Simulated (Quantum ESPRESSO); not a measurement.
**Single-point calculation, with input and output: Rh (part 1 of 2)**

The run: single-point calculation of Rh (Fm-3m, 1 atom in the cell). Method and program: Kohn-Sham DFT of a periodic cell, RPBE, spin-orbit coupling, PseudoDojo 0.4 FR PBE stringent (Quantum ESPRESSO 7.5).

The structure derives from an entry of the Crystallography Open Database. The volume is scaled by 0.96.

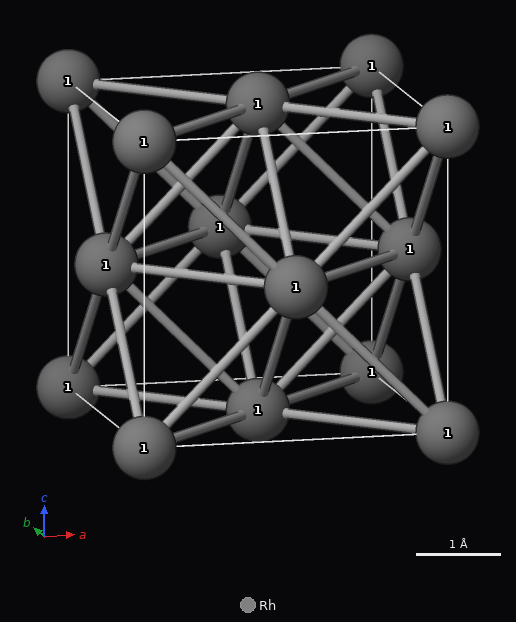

Fig. 1: The structure as given in the input (ball-and-stick view of the cell 4 times as large as that of the calculation, set on its symmetry axes, seen slightly off an axis; atoms are numbered from 1 in the order of the input). Near neighbours in the crystal (not all of them lie inside the picture): Rh has 12 Rh at 2.65 Å.

### Input
```
&CONTROL
  calculation = 'scf'
  prefix = 'pwscf'
  outdir = './tmp'
  pseudo_dir = './pseudo'
  tprnfor = .true.
  tstress = .true.
  disk_io = 'nowf'
/
&SYSTEM
  ibrav = 0
  nat = 1
  ntyp = 1
  ecutwfc = 88
  nbnd = 36
  input_dft = 'rpbe'
  occupations = 'smearing'
  smearing = 'fd'
  degauss = 0.00183747
  noncolin = .true.
  lspinorb = .true.
  starting_magnetization(1) = 0.0353
  angle1(1) = 54.74
  angle2(1) = 45
/
&ELECTRONS
  conv_thr = 2d-10
  electron_maxstep = 120
  mixing_beta = 0.3
  mixing_ndim = 2
/
ATOMIC_SPECIES
Rh   102.9055 Rh.upf
CELL_PARAMETERS angstrom
   0.0000000000    1.8722002341    1.8722002341
   1.8722002341    0.0000000000    1.8722002341
   1.8722002341    1.8722002341    0.0000000000
ATOMIC_POSITIONS crystal
Rh     0.0000000000    0.0000000000    0.0000000000
K_POINTS automatic
5 5 5 0 0 0
```

Hardware: 1 thread of AMD EPYC (Zen 3), 24 GiB of memory available, shared host.

Launch command:
```bash
OMP_NUM_THREADS=1 pw.x -in pw.in > pw.out
```

### Log
```
This program is part of the open-source Quantum ESPRESSO suite
     for quantum simulation of materials; please cite
         "P. Giannozzi et al., J. Phys.:Condens. Matter 21 395502 (2009);
         "P. Giannozzi et al., J. Phys.:Condens. Matter 29 465901 (2017);
         "P. Giannozzi et al., J. Chem. Phys. 152 154105 (2020);
          URL
     in publications or presentations arising from this work. More details at

     IMPORTANT: XC functional enforced from input :
     Exchange-correlation= RPBE
                           (   1   4  44   4   0   0   0)
     Any further DFT definition will be discarded
     Please, verify this is what you really want

     Fixed quantization axis for GGA:     0.577382    0.577382    0.577288
     Message from routine setup:
     using ibrav=0 with symmetry is DISCOURAGED, use correct ibrav instead

     G-vector sticks info
     --------------------
     sticks:   dense  smooth     PW     G-vecs:    dense   smooth      PW
     Sum         595     595    187                 9841     9841    1687

     Using Slab Decomposition

     bravais-lattice index     =            0
     lattice parameter (alat)  =       5.0034  a.u.
     unit-cell volume          =      88.5694 (a.u.)^3
     number of atoms/cell      =            1
     number of atomic types    =            1
     number of electrons       =        17.00
     number of Kohn-Sham states=           36
     kinetic-energy cutoff     =      88.0000  Ry
     charge density cutoff     =     352.0000  Ry
     scf convergence threshold =      2.0E-10
     mixing beta               =       0.3000
     number of iterations used =            2  plain     mixing
     Exchange-correlation= RPBE
                           (   1   4  44   4   0   0   0)
     Noncollinear calculation with spin-orbit

     celldm(1)=   5.003411  celldm(2)=   0.000000  celldm(3)=   0.000000
     celldm(4)=   0.000000  celldm(5)=   0.000000  celldm(6)=   0.000000

     crystal axes: (cart. coord. in units of alat)
               a(1) = (   0.000000   0.707107   0.707107 )
               a(2) = (   0.707107   0.000000   0.707107 )
               a(3) = (   0.707107   0.707107   0.000000 )

     reciprocal axes: (cart. coord. in units 2 pi/alat)
               b(1) = ( -0.707107  0.707107  0.707107 )
               b(2) = (  0.707107 -0.707107  0.707107 )
               b(3) = (  0.707107  0.707107 -0.707107 )

     PseudoPot. # 1 for Rh read from file:
     Rh.upf
     Pseudo is Norm-conserving + core correction, Zval = 17.0
     Generated using ONCVPSP code by D. R. Hamann
     Using radial grid of 1568 points, 10 beta functions with:
                l(1) =   0
                l(2) =   0
                l(3) =   1
                l(4) =   1
                l(5) =   1
                l(6) =   1
                l(7) =   2
                l(8) =   2
                l(9) =   2
               l(10) =   2

     atomic species   valence    mass     pseudopotential
     Rh               17.00   102.90550     Rh( 1.00)

     12 Sym. Ops., with inversion, found

   Cartesian axes

     site n.     atom                  positions (alat units)
         1        Rh     tau(   1) = (   0.0000000   0.0000000   0.0000000  )

     number of k points=    19  Fermi-Dirac smearing, width (Ry)=  0.0018
                       cart. coord. in units 2pi/alat
        k(    1) = (   0.0000000   0.0000000   0.0000000), wk =   0.0080000
        k(    2) = (   0.1414214   0.1414214  -0.1414214), wk =   0.0480000
        k(    3) = (   0.2828427   0.2828427  -0.2828427), wk =   0.0480000
        k(    4) = (   0.2828427  -0.0000000   0.0000000), wk =   0.0480000
        k(    5) = (   0.4242641   0.1414214  -0.1414214), wk =   0.0960000
        k(    6) = (  -0.1414214  -0.4242641   0.4242641), wk =   0.0960000
        k(    7) = (   0.0000000  -0.2828427   0.2828427), wk =   0.0480000
        k(    8) = (   0.5656854  -0.0000000   0.0000000), wk =   0.0480000
        k(    9) = (   0.0000000  -0.5656854   0.5656854), wk =   0.0480000
        k(   10) = (  -0.1414214  -0.4242641   0.7071068), wk =   0.0960000
        k(   11) = (   0.1414214   0.1414214   0.1414214), wk =   0.0160000
        k(   12) = (   0.2828427   0.2828427   0.2828427), wk =   0.0160000
        k(   13) = (   0.4242641  -0.1414214  -0.1414214), wk =   0.0480000
        k(   14) = (   0.4242641   0.1414214   0.1414214), wk =   0.0480000
        k(   15) = (  -0.1414214   0.4242641   0.4242641), wk =   0.0480000
        k(   16) = (  -0.1414214  -0.4242641  -0.4242641), wk =   0.0480000
        k(   17) = (   0.0000000   0.2828427   0.2828427), wk =   0.0480000
        k(   18) = (   0.0000000   0.5656854   0.5656854), wk =   0.0480000
        k(   19) = (   0.1414214   0.7071068  -0.4242641), wk =   0.0960000

     Dense  grid:     9841 G-vectors     FFT dimensions: (  30,  30,  30)

     Generating pointlists ...
     new r_m :   0.4125 (alat units)  2.0639 (a.u.) for type    1

     Initial potential from superposition of free atoms

     starting charge      16.9994, renormalised to      17.0000

 ==============================================================================
     atom number    1 relative position :    0.0000   0.0000   0.0000
     charge :    15.384331  (integrated on a sphere of radius 0.413)
     magnetization :          0.313557    0.313557    0.313506
     magnetization/charge:    0.020382    0.020382    0.020378
     polar coord.: r, theta, phi [deg] :     0.543067   54.740000   45.000000

 ==============================================================================
     Starting wfcs are   20 randomized atomic wfcs +   16 random wfcs

     Self-consistent Calculation

     iteration #  1     ecut=    88.00 Ry     beta= 0.30
     Davidson diagonalization with overlap
     ethr =  1.00E-02,  avg # of iterations =  6.9

     Threshold (ethr) on eigenvalues was too large:
     Diagonalizing with lowered threshold

     Davidson diagonalization with overlap
     ethr =  5.01E-04,  avg # of iterations =  1.5

     total energy              =    -234.58547212 Ry
     estimated scf accuracy    <       0.08510104 Ry

     total magnetization       =     0.29     0.29     0.29 Bohr mag/cell
     absolute magnetization    =     0.51 Bohr mag/cell

     iteration #  2     ecut=    88.00 Ry     beta= 0.30
     Davidson diagonalization with overlap
     ethr =  5.01E-04,  avg # of iterations =  1.1

     total energy              =    -234.58942003 Ry
     estimated scf accuracy    <       0.01056507 Ry

     total magnetization       =     0.29     0.29     0.29 Bohr mag/cell
     absolute magnetization    =     0.51 Bohr mag/cell

     iteration #  3     ecut=    88.00 Ry     beta= 0.30
     Davidson diagonalization with overlap
     ethr =  6.21E-05,  avg # of iterations =  3.9

     total energy              =    -234.59088360 Ry
     estimated scf accuracy    <       0.00108255 Ry

     total magnetization       =     0.29     0.29     0.29 Bohr mag/cell
     absolute magnetization    =     0.52 Bohr mag/cell

     iteration #  4     ecut=    88.00 Ry     beta= 0.30
     Davidson diagonalization with overlap
     ethr =  6.37E-06,  avg # of iterations =  3.1

     total energy              =    -234.59097240 Ry
     estimated scf accuracy    <       0.00005511 Ry

     total magnetization       =     0.29     0.29     0.29 Bohr mag/cell
     absolute magnetization    =     0.53 Bohr mag/cell

     iteration #  5     ecut=    88.00 Ry     beta= 0.30
     Davidson diagonalization with overlap
     ethr =  3.24E-07,  avg # of iterations =  2.4

     total energy              =    -234.59098658 Ry
     estimated scf accuracy    <       0.00000804 Ry

     total magnetization       =     0.29     0.29     0.29 Bohr mag/cell
     absolute magnetization    =     0.53 Bohr mag/cell

     iteration #  6     ecut=    88.00 Ry     beta= 0.30
     Davidson diagonalization with overlap
     ethr =  4.73E-08,  avg # of iterations =  1.0

     total energy              =    -234.59099438 Ry
     estimated scf accuracy    <       0.00000454 Ry

     total magnetization       =     0.29     0.29     0.29 Bohr mag/cell
     absolute magnetization    =     0.53 Bohr mag/cell

     iteration #  7     ecut=    88.00 Ry     beta= 0.30
     Davidson diagonalization with overlap
     ethr =  2.67E-08,  avg # of iterations =  2.0

     total energy              =    -234.59099874 Ry
     estimated scf accuracy    <       0.00000043 Ry

     total magnetization       =     0.29     0.29     0.29 Bohr mag/cell
     absolute magnetization    =     0.53 Bohr mag/cell

     iteration #  8     ecut=    88.00 Ry     beta= 0.30
     Davidson diagonalization with overlap
     ethr =  2.55E-09,  avg # of iterations =  1.0

     total energy              =    -234.59099895 Ry
     estimated scf accuracy    <       0.00000021 Ry

     total magnetization       =     0.29     0.29     0.29 Bohr mag/cell
     absolute magnetization    =     0.53 Bohr mag/cell

     iteration #  9     ecut=    88.00 Ry     beta= 0.30
     Davidson diagonalization with overlap
     ethr =  1.24E-09,  avg # of iterations =  2.0

     total energy              =    -234.59099897 Ry
     estimated scf accuracy    <       0.00000002 Ry

     total magnetization       =     0.29     0.29     0.29 Bohr mag/cell
     absolute magnetization    =     0.53 Bohr mag/cell

     iteration # 10     ecut=    88.00 Ry     beta= 0.30
     Davidson diagonalization with overlap
     ethr =  1.43E-10,  avg # of iterations =  2.0

     total energy              =    -234.59099894 Ry
     estimated scf accuracy    <          7.6E-09 Ry

     total magnetization       =     0.29     0.29     0.29 Bohr mag/cell
     absolute magnetization    =     0.53 Bohr mag/cell

     iteration # 11     ecut=    88.00 Ry     beta= 0.30
     Davidson diagonalization with overlap
     ethr =  4.45E-11,  avg # of iterations =  2.0

     total energy              =    -234.59099893 Ry
     estimated scf accuracy    <          3.5E-09 Ry

     total magnetization       =     0.29     0.29     0.29 Bohr mag/cell
     absolute magnetization    =     0.53 Bohr mag/cell

     iteration # 12     ecut=    88.00 Ry     beta= 0.30
     Davidson diagonalization with overlap
     ethr =  2.09E-11,  avg # of iterations =  2.0

     total energy              =    -234.59099895 Ry
     estimated scf accuracy    <          1.1E-09 Ry

     total magnetization       =     0.29     0.29     0.29 Bohr mag/cell
     absolute magnetization    =     0.53 Bohr mag/cell

     iteration # 13     ecut=    88.00 Ry     beta= 0.30
     Davidson diagonalization with overlap
     ethr =  6.55E-12,  avg # of iterations =  2.0

     total energy              =    -234.59099897 Ry
     estimated scf accuracy    <          4.9E-10 Ry

     total magnetization       =     0.29     0.29     0.29 Bohr mag/cell
     absolute magnetization    =     0.53 Bohr mag/cell

     iteration # 14     ecut=    88.00 Ry     beta= 0.30
     Davidson diagonalization with overlap
     ethr =  2.87E-12,  avg # of iterations =  2.0
```
